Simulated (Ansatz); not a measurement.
## BN: geometry relaxation (part 2 of 2)

BN (P6₃/mmc, 4 atoms in the cell); DFT PBE+D3(BJ), scalar-relativistic, plane waves, PAW, no spin polarisation (Ansatz 0.2.0); cutoff 420 eV, 12×12×4 k-mesh, Gaussian smearing of 0.02 eV. The structure derives from an entry of the Crystallography Open Database.

Geometry of the input (Å; fractional positions):
```
2.4982  0.0000  0.0000
-1.2491  2.1635  0.0000
0.0000  0.0000  6.6357
B  0.3333  0.6667  0.2500
B  0.6667  0.3333  0.7500
N  0.3333  0.6667  0.7500
N  0.6667  0.3333  0.2500
```

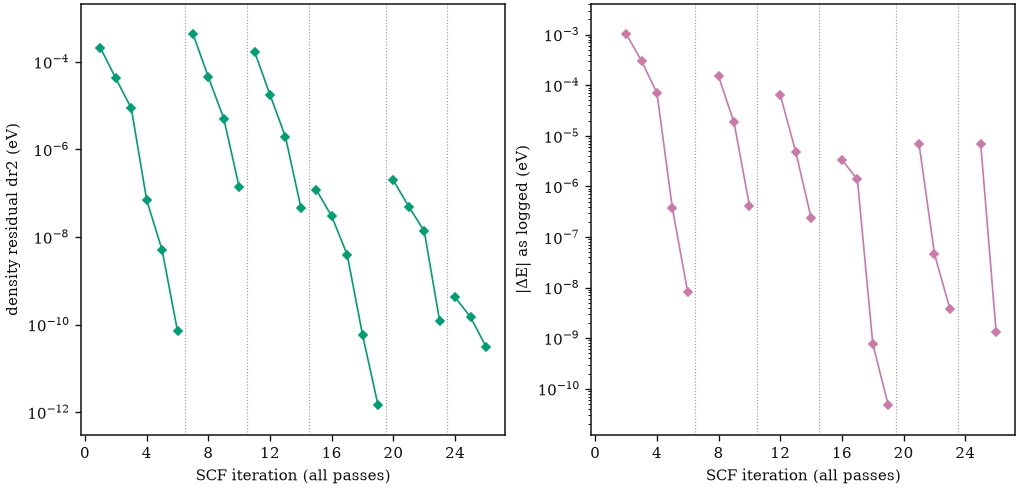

Fig. 1: Convergence of the self-consistent field: density residual dr2 and size of the energy change against the SCF iteration. The dotted lines part the SCF passes of the relaxation: geometry steps, rejected trials and re-solves on a re-selected basis. The 6 passes take 3 to 6 iterations each, 26 in all.

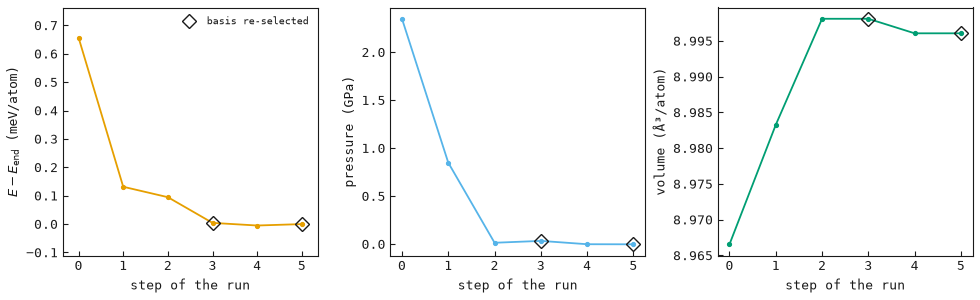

Fig. 2: Progress of the relaxation, step by step (the first geometry is step 0 here and step 1 in the log). No atom moves by more than 0.005 Å relative to the cell. After 3 geometry steps the energy has fallen by 0.7 meV per atom. All forces vanish by symmetry, so only the cell relaxes. The pressure goes from 2.35 to 0.00 GPa. 1 further SCF at an unchanged geometry re-selected the plane-wave basis for the new cell. The energy change given includes the shifts at the re-selections in mid-walk, which come without any move. A last SCF at the same geometry on a re-selected plane-wave basis shifts the energy by +0.0 meV per atom.

```
basis re-selected at this cell: Δ(F+E_penalty+E_count) = +1.971e-5 eV, ΔP = -0.001 GPa vs the last step (what re-selecting the basis moved, of the pressure what is left beyond the Pulay correction that the steps carried, after the strain that the cell walked since its last selection, with what the two solves' SCF thresholds leave and, on support functions, any second-order correction that the steps lacked; it is no measure of the basis error at this ecutwfc). This SCF's stress stands 5.16e-3 GPa from its target on what of the cell is left free (relax.cell.stress_tol is 5.00e-2 GPa) and its largest allowed force component is 1.24e-15 eV/Å (relax.f_tol is 5.00e-3 eV/Å): within both
SCF converged after 3 iterations
Free energy (F): -1085.372255 eV
Harris-Foulkes:  -1085.372255 eV  (|F-HF|=3.49e-10)
Internal energy: -1085.372255 eV  (E = F + TS)
E sigma→0 (E₀):  -1085.372255 eV
Fermi energy:    6.905746 eV
--- Per-component energies (eV) ---
  E_band       = -37.444569
  E_kinetic    = 366.656039
  E_local      = -688.571492  (includes V_loc(G=0)·N_el)
  E_nonlocal   = 115.602310
  E_hartree    = 221.652730
  E_xc         = -184.395222
  E_vxc        = -228.775824  (∫ρ·V_xc dr)
  E_paw        = -413.613786  (= ΣΔE_a)
  E_vpaw       = -45.661356  (= ΣTr[D̂ρ^β])
  E_aug_tail   = 0.000205  (compensation charges beyond the density's cutoff)
  E_ewald      = -502.136733
  E_disp       = -0.566306  (pairwise vdW)
  E_smearing   = -0.000000  (= −TS)
  E_closure    = -0.000000  (closes the sum)
  Σ components = -1085.372255   (vs F -1085.372255, Δ=0.00e0)
--- Forces (eV/Å), atoms counted from 1 ---
  atom   1  B     -0.00000000     0.00000000    -0.00000000
  atom   2  B      0.00000000    -0.00000000     0.00000000
  atom   3  N      0.00000000     0.00000000    -0.00000000
  atom   4  N      0.00000000    -0.00000000     0.00000000
  max |Σ_I F_I| component: 6.94e-17 eV/Å
--- Stress (GPa, compression-positive) ---
       -0.000700       0.000000       0.000000
        0.000000      -0.000700      -0.000000
        0.000000      -0.000000      -0.005159
  P = ⅓ Tr σ = -0.0022 GPa (-0.022 kbar)
--- Band table (eV; the first three rows and the last of 57) ---
  k-point 0: bands = ["-13.0132", "-12.7097", "-1.4465", "0.7208", "3.4368", "3.4368", "3.4745", "3.4745", "10.0570", "15.1212", "16.3187", "16.3187"]
  k-point 1: bands = ["-12.9711", "-12.7567", "-1.1826", "0.3281", "3.4426", "3.4426", "3.4698", "3.4698", "10.7634", "14.2318", "16.3373", "16.3373"]
  k-point 2: bands = ["-12.8664", "-12.8664", "-0.4882", "-0.4882", "3.4559", "3.4559", "3.4559", "3.4559", "12.4378", "12.4378", "16.3817", "16.3817"]
  k-point 56: bands = ["-9.2050", "-9.2050", "-3.1062", "-3.1062", "-2.3768", "-2.3768", "4.7689", "4.7689", "9.4065", "9.4065", "16.7805", "16.7805"]
--- Relaxed structure (4 steps of the walk, 4 accepted, 2 SCFs on fresh bases) ---
  F+E_penalty+E_count = -1085.37225541 eV   max|allowed force component| = 1.241e-15 eV/Å   (the final SCF, on the basis selected at the relaxed cell)
  cell:  # Å, volume = 35.9843 Å³
    - [2.5064254127089445, 2.0668728247057153e-34, 1.9452920703112615e-34]
    - [-1.2532127063544722, 2.1706280800968423, 9.98894849358999e-22]
    - [5.166987395453031e-34, 3.0636681927906143e-21, 6.61412388710523]
  atoms:
    - { symbol: B, position: [0.3333333333333333, 0.6666666666666666, 0.24999999999999997] }
    - { symbol: B, position: [0.6666666666666666, 0.3333333333333333, 0.7499999999999999] }
    - { symbol: N, position: [0.3333333333333333, 0.6666666666666666, 0.7499999999999999] }
    - { symbol: N, position: [0.6666666666666666, 0.3333333333333333, 0.24999999999999997] }
```

Trajectory as extended XYZ (Å, eV, eV/Å), 6 frames, from step=1 to step=6:
```
4
Lattice="2.4982 0.0000 0.0000 -1.2491 2.1635 0.0000 0.0000 0.0000 6.6357" Properties=species:S:1:pos:R:3:forces:R:3 step=1 energy=-1085.36963 pressure_GPa=2.35
B     0.0000    1.4424    1.6589    0.0000   0.0000   0.0000
B     1.2491    0.7212    4.9768    0.0000   0.0000   0.0000
N     0.0000    1.4424    4.9768    0.0000   0.0000   0.0000
N     1.2491    0.7212    1.6589    0.0000   0.0000   0.0000
4
Lattice="2.5034 0.0000 0.0000 -1.2517 2.1680 0.0000 0.0000 0.0000 6.6206" Properties=species:S:1:pos:R:3:forces:R:3 step=2 energy=-1085.37173 pressure_GPa=0.85
B     0.0000    1.4453    1.6552    0.0000   0.0000   0.0000
B     1.2517    0.7227    4.9655    0.0000   0.0000   0.0000
N     0.0000    1.4453    4.9655    0.0000   0.0000   0.0000
N     1.2517    0.7227    1.6552    0.0000   0.0000   0.0000
4
Lattice="2.5063 0.0000 0.0000 -1.2531 2.1705 0.0000 0.0000 0.0000 6.6163" Properties=species:S:1:pos:R:3:forces:R:3 step=3 energy=-1085.37188 pressure_GPa=0.01
B     0.0000    1.4470    1.6541    0.0000   0.0000   0.0000
B     1.2531    0.7235    4.9622    0.0000   0.0000   0.0000
N     0.0000    1.4470    4.9622    0.0000   0.0000   0.0000
N     1.2531    0.7235    1.6541    0.0000   0.0000   0.0000
4
Lattice="2.5063 0.0000 0.0000 -1.2531 2.1705 0.0000 0.0000 0.0000 6.6163" Properties=species:S:1:pos:R:3:forces:R:3 step=4 energy=-1085.37224 pressure_GPa=0.03
B     0.0000    1.4470    1.6541    0.0000   0.0000   0.0000
B     1.2531    0.7235    4.9622    0.0000   0.0000   0.0000
N     0.0000    1.4470    4.9622    0.0000   0.0000   0.0000
N     1.2531    0.7235    1.6541    0.0000   0.0000   0.0000
4
Lattice="2.5064 0.0000 0.0000 -1.2532 2.1706 0.0000 0.0000 0.0000 6.6141" Properties=species:S:1:pos:R:3:forces:R:3 step=5 energy=-1085.37227 pressure_GPa=-0.00
B     0.0000    1.4471    1.6535    0.0000   0.0000   0.0000
B     1.2532    0.7235    4.9606    0.0000   0.0000   0.0000
N     0.0000    1.4471    4.9606    0.0000   0.0000   0.0000
N     1.2532    0.7235    1.6535    0.0000   0.0000   0.0000
4
Lattice="2.5064 0.0000 0.0000 -1.2532 2.1706 0.0000 0.0000 0.0000 6.6141" Properties=species:S:1:pos:R:3:forces:R:3 step=6 energy=-1085.37225 pressure_GPa=-0.00
B     0.0000    1.4471    1.6535    0.0000   0.0000   0.0000
B     1.2532    0.7235    4.9606    0.0000   0.0000   0.0000
N     0.0000    1.4471    4.9606    0.0000   0.0000   0.0000
N     1.2532    0.7235    1.6535    0.0000   0.0000   0.0000
```

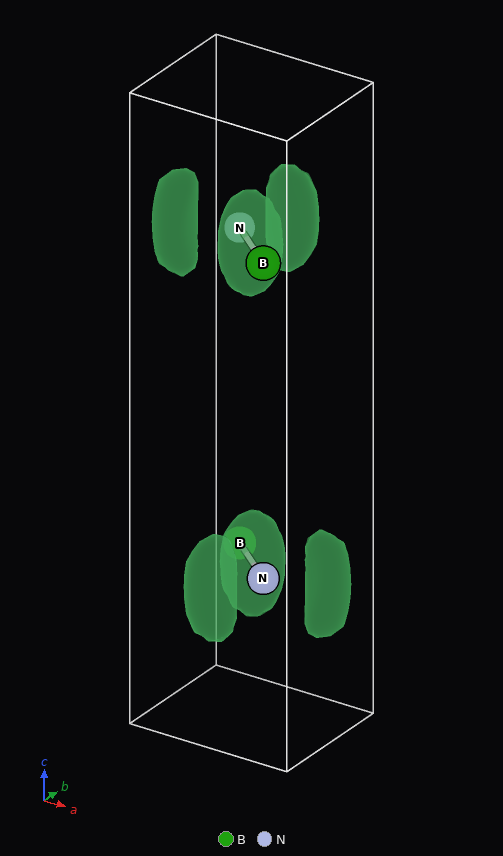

Fig. 3: Isosurface of the ELF at 0.85 (green), seen slightly off an axis. Core shells and regions of very low density are left out. Sticks mark near contacts. The outline is the cell set on symmetry axes. The fields are those of the smooth PAW valence density.

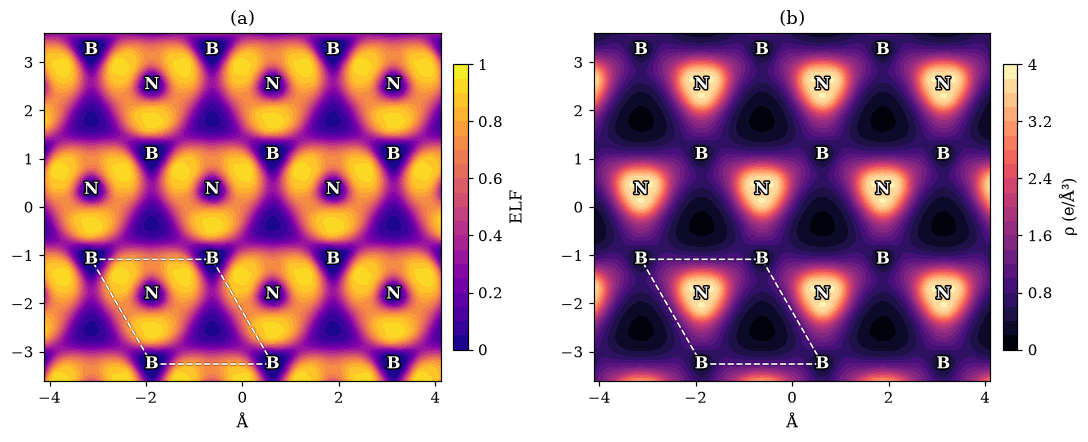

Fig. 4: (a) electron localisation function; (b) valence charge density (pseudo) on the (001) plane of the conventional cell. The section cuts through B and N sites. B–N (1.45 Å): ρ is about 1.8 e/Å³ halfway; the ELF peaks at about 0.95 between the atoms (a shared but strongly polarised pair). Away from the nuclei the density in this plane falls to 0.14 e/Å³ at its lowest.
